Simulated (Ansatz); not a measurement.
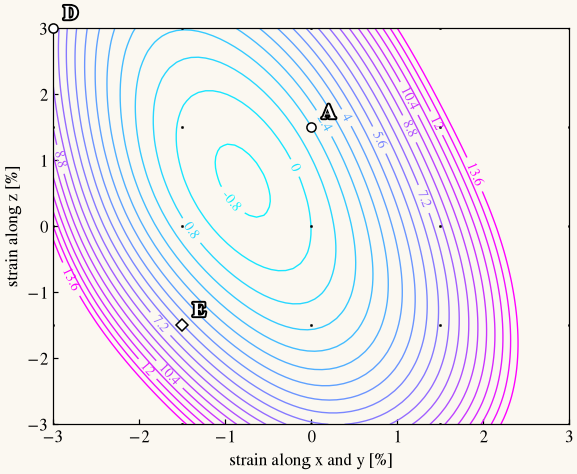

Ge (I4_1/amd, No. 141; 2 atoms in the cell). 
- The cell is strained homogeneously, by one strain along x and y and another along z, with fractional coordinates fixed (x along [1 0 0], z along [0 0 1] of the conventional cell).
- The first coordinate is: strain along x and y; the second: strain along z.
- The scan uses a 5 × 5 grid.
- Points are written as (first, second).
- Energies are in meV/atom, from the unstrained cell.
- The reference cell is the one listed in the database, not relaxed at this level.
- Computed with DFT PBEsol, scalar-relativistic, plane waves, PAW in Ansatz. Settings: cutoff 420 eV, k-mesh 20×20×20, gaussian smearing 0.15 eV, no spin polarisation.

The picture shows contour lines labelled in meV/atom (none above 13.6), dots at the grid points, lettered points. Between grid points the surface is interpolated.

### Rank the lettered points by energy, lowest first.

A (1.6 meV/atom), E (5.7 meV/atom), D (7.9 meV/atom).
